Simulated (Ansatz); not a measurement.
Consider K.

Input

```
crystal:
  lattice:
    - [4.4641821042, 0.0, 0.0]
    - [-2.2320910521, 3.8660951093, 0.0]
    - [0.0, 0.0, 7.301102425]
  atoms:
    - { symbol: K, position: [0.3333333333, 0.6666666667, 0.25] }
    - { symbol: K, position: [0.6666666667, 0.3333333333, 0.75] }
basis:
  ecutwfc: 420
kpoints:
  mp_grid: { grid: [12, 12, 6] }
hamiltonian:
  xc: pbe
  dispersion: d3bj
scf:
  occupations: { method: gaussian, width: 0.1 }
output:
  forces: true
  stress: true
  eigenvalues: true
  write_density: true
  write_potential: true
  elf: true
  volumetric_format: npy
relax:
  adjacent_minimum: "off"
  f_tol: 0.01
  max_steps: 30
  cell: { stress_tol: 0.1, fix: [volume] }
```

Run with:

```sh
ansatz run input.yaml --threads 1 --pin off --max-ram 2560MiB --backend cpu --events-out ev --progress --plain --runs-dir out
```

Below, planes, directions and counts refer to the conventional cell (a = 4.46 Å, b = 4.46 Å, c = 7.30 Å, α = 90.00°, β = 90.00°, γ = 120.00°).

The fields are those of the relaxed geometry.

Space group P6₃/mmc; a structure from a database of computed crystals, not necessarily the ambient phase; changed on purpose from its base cell (volume × 0.91, shape and atoms relaxed).

Level of theory: DFT PBE+D3(BJ), scalar-relativistic, plane waves, PAW in Ansatz.

What will maps of the valence pseudo-density and electron localisation function show?

K–K (4.47 Å): ρ is about 0.02 e/Å³ halfway; the ELF is about 0.25 at the midpoint: no localised pair shows between them.

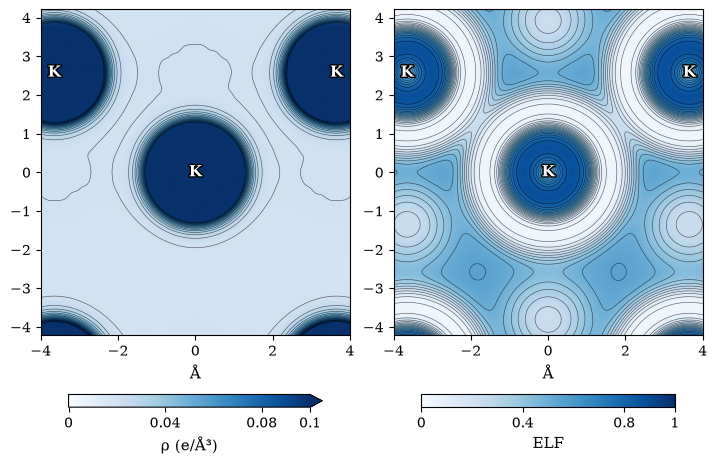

Computed valence pseudo-density and electron localisation function on the (110) plane of the conventional cell, in this order. 
